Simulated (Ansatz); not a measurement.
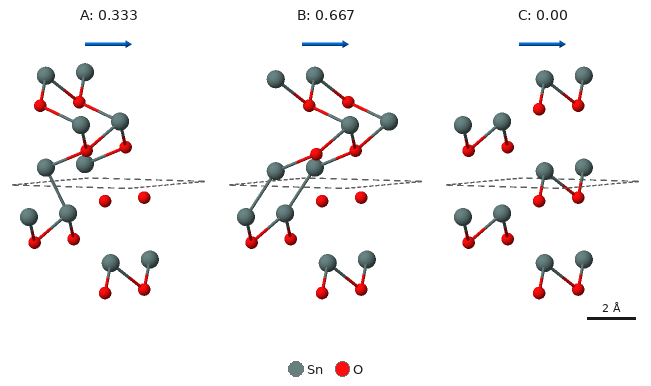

Energy scan for crystalline SnO (Pmn2_1), in which the crystal above a cut along the (0 0 1) plane of the conventional cell (between a plane of O below and one of Sn above, 1.18 Å apart) is slid rigidly by fractions of an in-plane lattice vector 6.60 Å long (a generalised stacking fault). One cut stands in each cell, which starts 11.7 Å high; nothing is relaxed, and the dashed outline marks the cut, the arrow on top the direction of slip. A ball-and-stick model of the layers on both sides of the cut, seen from the side, nearly along the cut plane.

These are results of Ansatz, DFT PBEsol, scalar-relativistic, plane waves, PAW, not measurements. (plane-wave cutoff 420 eV; k-point mesh 8 × 5 × 3; occupations gaussian; smearing width 0.05 eV; no spin polarisation). Energies (free energies at the smearing named) are counted from the relaxed crystal.

Q: Order these geometries by energy, lowest first.

A: Lowest first: C (the slip 0.00, 0 mJ/m²), B (the slip 0.667, 4820 mJ/m²), A (the slip 0.333, 5650 mJ/m²). Over the whole scan: the curve starts and ends at zero, since a full lattice vector restores the crystal. Its highest computed point is 8715 mJ/m² at slip 0.50. The points are too sparse to place its extrema closely. Relaxation across the fault would lower the values. The band gap on the mesh, 1.34 eV in the reference, closes at 0.50, 0.583, 0.667.

Limits of the set-up: layers or molecules are held without a dispersion correction, so their spacing is unreliable.
